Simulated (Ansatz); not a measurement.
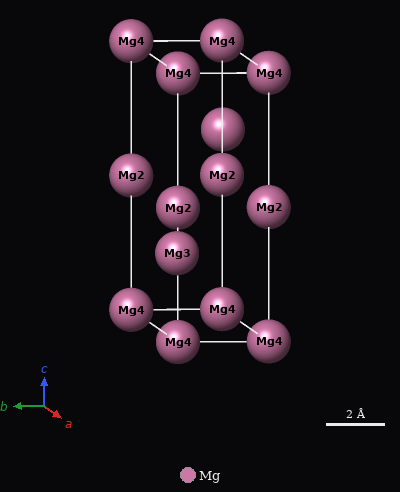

Fig. 1: The input geometry of the first run (spheres-only view of the cell of the calculation, seen at an oblique angle; atoms are numbered from 1 in the order of the input). An atom can appear more than once, as a periodic image.

## Two runs on Mg

System: Mg (4 atoms in the cell).
Method of the first run: Kohn-Sham DFT of a periodic cell, revPBE with D4, Ansatz PAW, no spin polarisation (Ansatz 0.2.0).

The structure derives from a Materials Project entry. Text and figures count atoms from 1; the logs count them from 0 in places.

## Input, the first run
```yaml
crystal:
  lattice:
    - [3.1768261656, 0.0, 0.0]
    - [-1.5884130828, 2.7512121628, 0.0]
    - [0.0, 0.0, 10.31886201]
  atoms:
    - { symbol: Mg, position: [0.6666666667, 0.3333333333, 0.75] }
    - { symbol: Mg, position: [0.0, 0.0, 0.5] }
    - { symbol: Mg, position: [0.3333333333, 0.6666666667, 0.25] }
    - { symbol: Mg, position: [0.0, 0.0, 0.0] }
hamiltonian:
  xc: revpbe
  pseudopotentials: { kind: paw }
  dispersion: d4
kpoints:
  mp_grid: { grid: [10, 10, 3] }
scf:
  occupations: { method: fermi_dirac, width: 0.05 }
output:
  forces: true
  stress: true
relax:
  f_tol: 0.01
  max_steps: 40
  cell: { stress_tol: 0.05 }
```

Launched with:
```bash
ansatz run input.yaml --threads 2 --pin off --max-ram 5632MiB --backend cpu --events-out ev --progress --plain --runs-dir out
```

Hardware: 2 threads of Intel Xeon @ 2.50GHz (Skylake/Cascade Lake), 16 GiB of memory available, shared host.

## Output, shortened to warnings, some set-up lines, iterations and results (the first run)
```
WARN: dispersion: an atom stands within reach of a switch of its C6 between two reference coordination numbers of its element: through that C6 alone, e_disp changes by 0.025 eV or more while the distances to its neighbours run over a stretch of 0.05 Å that contains this geometry (sites counted from 0 in the run's list of atoms or, in a supercell that it derives, in that cell's: here a list of 4) …
WARN: dispersion: an atom stands within reach of a switch of its C6 between two reference coordination numbers of its element: through that C6 alone, e_disp changes by 0.025 eV or more while the distances to its neighbours run over a stretch of 0.05 Å that contains this geometry (sites counted from 0 in the run's list of atoms or, in a supercell that it derives, in that cell's: here a list of 4) …
WARN: dispersion: an atom stands within reach of a switch of its C6 between two reference coordination numbers of its element: through that C6 alone, e_disp changes by 0.025 eV or more while the distances to its neighbours run over a stretch of 0.05 Å that contains this geometry (sites counted from 0 in the run's list of atoms or, in a supercell that it derives, in that cell's: here a list of 4) …
WARN: dispersion: an atom stands within reach of a switch of its C6 between two reference coordination numbers of its element: through that C6 alone, e_disp changes by 0.025 eV or more while the distances to its neighbours run over a stretch of 0.05 Å that contains this geometry (sites counted from 0 in the run's list of atoms or, in a supercell that it derives, in that cell's: here a list of 4) …
WARN: dispersion: an atom stands within reach of a switch of its C6 between two reference coordination numbers of its element: through that C6 alone, e_disp changes by 0.025 eV or more while the distances to its neighbours run over a stretch of 0.05 Å that contains this geometry (sites counted from 0 in the run's list of atoms or, in a supercell that it derives, in that cell's: here a list of 4) …
Basis set: ecut = 420 eV, 1775 PW (Γ), exchange–correlation on 48×48×144 points (8 copies of the dense FFT grid, shifted against one another)
Symmetry: 24 space group operations
k-points: 28 of 300
Initial density: superposition of atomic densities (neutral atoms: chi_scale 0, normalization atom), corrected by the library's trained network
[...]
SCF iter   1: F=—  HF=-7703.837816 eV  |F-HF|=—  |Δ(HF+E_count)|=         —  Δρ=2.15e-3  dr2=1.70e-3  ethr=1.77e-3  ⟨swp⟩=6.0  Hψ=3023  notcnv=0
SCF iter   2: F=—  HF=-7703.836896 eV  |F-HF|=—  |Δ(HF+E_count)|=   9.20e-4  Δρ=9.19e-4  dr2=5.07e-4  ethr=4.26e-6  ⟨swp⟩=2.0  Hψ=1440  notcnv=0
SCF iter   3: F=—  HF=-7703.836970 eV  |F-HF|=—  |Δ(HF+E_count)|=   7.43e-5  Δρ=3.46e-4  dr2=1.23e-4  ethr=1.27e-6  ⟨swp⟩=2.0  Hψ=1236  notcnv=0
SCF iter   4: F=—  HF=-7703.836992 eV  |F-HF|=—  |Δ(HF+E_count)|=   2.26e-5  Δρ=5.45e-5  dr2=1.49e-6  ethr=3.07e-7  ⟨swp⟩=1.2  Hψ=685  notcnv=0
SCF iter   5: F=—  HF=-7703.837006 eV  |F-HF|=—  |Δ(HF+E_count)|=   1.32e-5  Δρ=7.85e-6  dr2=3.68e-8  ethr=3.73e-9  ⟨swp⟩=2.0  Hψ=1168  notcnv=0
[... 182 lines ...]
SCF iter   2: F=—  HF=-7704.423531 eV  |F-HF|=—  |Δ(HF+E_count)|=   1.23e-4  Δρ=3.27e-5  dr2=2.27e-8  ethr=2.30e-10  ⟨swp⟩=2.0  Hψ=1251  notcnv=0
SCF iter   3: F=—  HF=-7704.423535 eV  |F-HF|=—  |Δ(HF+E_count)|=   4.19e-6  Δρ=2.56e-6  dr2=2.43e-10  ethr=5.67e-11  ⟨swp⟩=3.0  Hψ=1290  notcnv=0
SCF iter   4: F=-7704.423535 eV  HF=-7704.423535 eV  |F-HF|=1.11e-10  |Δ(HF+E_count)|=   2.40e-8  Δρ=3.08e-7  dr2=3.60e-11  ethr=1.00e-12  ⟨swp⟩=5.0  Hψ=2500  notcnv=0
SCF 29 converged in 4 iterations: F = -7704.423535 eV  dr2 = 3.60e-11
relax step  29: F+E_penalty+E_count = -7704.42353507 eV  Δ(F+E_penalty+E_count) = -6.973e-5 eV  max|allowed force component| = 3.701e-17 eV/Å  Δτ_max = 0.0000 Å  P = -0.009 …
basis re-selected at this cell: Δ(F+E_penalty+E_count) = -6.973e-5 eV, ΔP = -0.001 GPa vs the last step (what re-selecting the basis moved, of the pressure what is left beyond the Pulay correction that the steps carried, after the strain that the cell walked since its last selection, with what the …
dispersion: the relaxed geometry stands within reach of a switch of an atom's C6, across which e_disp changes (each atom's share, over what another start of this relaxation can change, counted as every distance, since the cell relaxes too: site 0 (Mg), some 0.15 eV, crossed with nearer neighbours; …
SCF converged after 4 iterations
Free energy (F): -7704.423535 eV
Harris-Foulkes:  -7704.423535 eV  (|F-HF|=1.11e-10)
Internal energy: -7704.406900 eV  (E = F + TS)
E sigma→0 (E₀):  -7704.415218 eV
Entropy (-TS):   -0.016635 eV (-4.159 meV/atom)
Fermi energy:    5.754771 eV
--- Per-component energies (eV) ---
  E_band       = -1431.468476
  E_kinetic    = 298.332091
  E_local      = -6503.129990  (includes V_loc(G=0)·N_el)
  E_nonlocal   = 382.759654
  E_hartree    = 2323.471873
  E_xc         = -113.558068
  E_vxc        = -146.048207  (∫ρ·V_xc dr)
  E_paw        = -1177.395817  (= ΣΔE_a)
  E_vpaw       = -110.325810  (= ΣTr[D̂ρ^β])
  E_aug_tail   = -0.000018  (compensation charges beyond the density's cutoff)
  E_ewald      = -2913.738582
  E_disp       = -1.074590  (pairwise vdW)
  E_core_change = -0.073454  (= ΣΔE_core)
  E_smearing   = -0.016635  (= −TS)
  E_closure    = -0.000000  (closes the sum)
  Σ components = -7704.423535   (vs F -7704.423535, Δ=0.00e0)
--- Forces (eV/Å), atoms counted from 1 ---
  atom   1  Mg     0.00000000     0.00000000     0.00000000
[...]
```

The input of the second run differs as follows (lines with − go, lines with + come):
```diff
-  dispersion: d4
+  dispersion: d3bj
```

Predict how the results change.

The total energies belong to different models, so their difference says nothing on which is more stable or more accurate. The volume per atom goes from 23.26 to 21.34 Å³. The SCF takes 20 iterations over all geometry steps against 134. On the same kind of shared host the second run took about 0.14 times as long.

## Output, shortened to warnings, some set-up lines, iterations and results (the second run)
```
Basis set: ecut = 420 eV, 1775 PW (Γ), exchange–correlation on 48×48×144 points (8 copies of the dense FFT grid, shifted against one another)
Symmetry: 24 space group operations
k-points: 28 of 300
Initial density: superposition of atomic densities (neutral atoms: chi_scale 0, normalization atom), corrected by the library's trained network
[...]
SCF iter   1: F=—  HF=-7705.533238 eV  |F-HF|=—  |Δ(HF+E_count)|=         —  Δρ=2.15e-3  dr2=1.70e-3  ethr=1.77e-3  ⟨swp⟩=6.0  Hψ=3023  notcnv=0
SCF iter   2: F=—  HF=-7705.532317 eV  |F-HF|=—  |Δ(HF+E_count)|=   9.20e-4  Δρ=9.19e-4  dr2=5.07e-4  ethr=4.26e-6  ⟨swp⟩=2.0  Hψ=1440  notcnv=0
SCF iter   3: F=—  HF=-7705.532392 eV  |F-HF|=—  |Δ(HF+E_count)|=   7.43e-5  Δρ=3.46e-4  dr2=1.23e-4  ethr=1.27e-6  ⟨swp⟩=2.0  Hψ=1236  notcnv=0
SCF iter   4: F=—  HF=-7705.532414 eV  |F-HF|=—  |Δ(HF+E_count)|=   2.26e-5  Δρ=5.45e-5  dr2=1.49e-6  ethr=3.07e-7  ⟨swp⟩=1.2  Hψ=685  notcnv=0
SCF iter   5: F=—  HF=-7705.532427 eV  |F-HF|=—  |Δ(HF+E_count)|=   1.32e-5  Δρ=7.85e-6  dr2=3.68e-8  ethr=3.73e-9  ⟨swp⟩=2.0  Hψ=1168  notcnv=0
[... 18 lines ...]
SCF iter   3: F=—  HF=-7705.565253 eV  |F-HF|=—  |Δ(HF+E_count)|=   6.96e-8  Δρ=1.46e-6  dr2=1.04e-9  ethr=3.89e-11  ⟨swp⟩=2.0  Hψ=1240  notcnv=0
SCF iter   4: F=—  HF=-7705.565253 eV  |F-HF|=—  |Δ(HF+E_count)|=  9.69e-10  Δρ=3.05e-7  dr2=7.65e-11  ethr=2.61e-12  ⟨swp⟩=2.0  Hψ=1239  notcnv=0
SCF iter   5: F=-7705.565253 eV  HF=-7705.565253 eV  |F-HF|=9.09e-13  |Δ(HF+E_count)|=  7.28e-12  Δρ=1.51e-7  dr2=1.79e-11  ethr=1.00e-12  ⟨swp⟩=4.0  Hψ=2034  notcnv=0
SCF 4 converged in 5 iterations: F = -7705.565253 eV  dr2 = 1.79e-11
relax step   4: F+E_penalty+E_count = -7705.56525313 eV  Δ(F+E_penalty+E_count) = +1.694e-4 eV  max|allowed force component| = 4.279e-17 eV/Å  Δτ_max = 0.0000 Å  P = +0.041 …
basis re-selected at this cell: Δ(F+E_penalty+E_count) = +1.694e-4 eV, ΔP = +0.002 GPa vs the last step (what re-selecting the basis moved, of the pressure what is left beyond the Pulay correction that the steps carried, after the strain that the cell walked since its last selection, with what the …
SCF converged after 5 iterations
Free energy (F): -7705.565253 eV
Harris-Foulkes:  -7705.565253 eV  (|F-HF|=9.09e-13)
Internal energy: -7705.547005 eV  (E = F + TS)
E sigma→0 (E₀):  -7705.556129 eV
Entropy (-TS):   -0.018248 eV (-4.562 meV/atom)
Fermi energy:    6.478372 eV
--- Per-component energies (eV) ---
  E_band       = -1399.402160
  E_kinetic    = 300.693708
  E_local      = -6366.589900  (includes V_loc(G=0)·N_el)
  E_nonlocal   = 382.762099
  E_hartree    = 2269.922509
  E_xc         = -114.969928
  E_vxc        = -147.961369  (∫ρ·V_xc dr)
  E_paw        = -1176.397629  (= ΣΔE_a)
  E_vpaw       = -108.151826  (= ΣTr[D̂ρ^β])
  E_aug_tail   = -0.000016  (compensation charges beyond the density's cutoff)
  E_ewald      = -2998.561690
  E_disp       = -2.332704  (pairwise vdW)
  E_core_change = -0.073454  (= ΣΔE_core)
  E_smearing   = -0.018248  (= −TS)
  E_closure    = -0.000000  (closes the sum)
  Σ components = -7705.565253   (vs F -7705.565253, Δ=0.00e0)
--- Forces (eV/Å), atoms counted from 1 ---
  atom   1  Mg     0.00000000    -0.00000000     0.00000000
  atom   2  Mg     0.00000000    -0.00000000     0.00000000
  atom   3  Mg    -0.00000000     0.00000000     0.00000000
  atom   4  Mg     0.00000000    -0.00000000    -0.00000000
  max |Σ_I F_I| component: 1.39e-17 eV/Å
--- Stress (GPa, compression-positive) ---
        0.038185       0.000000       0.000000
        0.000000       0.038185       0.000000
        0.000000       0.000000       0.046735
  P = ⅓ Tr σ = 0.0410 GPa (0.410 kbar)
--- Relaxed structure (3 steps of the walk, 3 accepted, 1 SCFs on fresh bases) ---
  F+E_penalty+E_count = -7705.56525313 eV   max|allowed force component| = 4.279e-17 eV/Å   (the final SCF, on the basis selected at the relaxed cell)
  cell:  # Å, volume = 85.3786 Å³
    - [3.1049587818030964, 0.0, 0.0]
    - [-1.5524793909015482, 2.688973182745065, 0.0]
    - [0.0, 0.0, 10.22602464405755]
  atoms:
    - { symbol: Mg, position: [0.6666666666666667, 0.33333333333333337, 0.7500000000000001] }
[...]
```

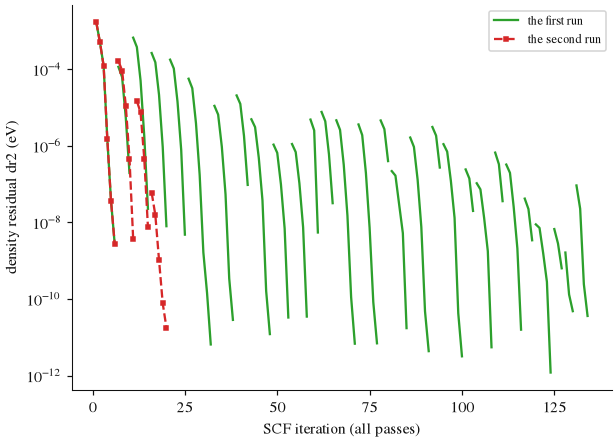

Fig. 2: Convergence of the two runs: density residual dr2 against the SCF iteration. A break in a curve parts two SCF passes. The first run takes 134 iterations in all, and the second run takes 20.

## The two runs side by side

| quantity | the first run | the second run |
| --- | --- | --- |
| outcome | converged | converged |
| free energy per atom (eV) | −1926.1059 | −1926.3913 |
| energy per atom, smearing taken to zero (eV) | −1926.1038 | −1926.3890 |
| pressure (GPa) | −0.01 | 0.04 |
| volume per atom (Å³) | 23.26 | 21.34 |
| largest force (eV/Å) | 0.000 | 0.000 |
| SCF iterations | 134 | 20 |
| irreducible k-points | 28 | 28 |
| wall time (shared host) | 30 s | 4 s |

For both runs: Points of doubt noted for this run: forces on files of another functional.
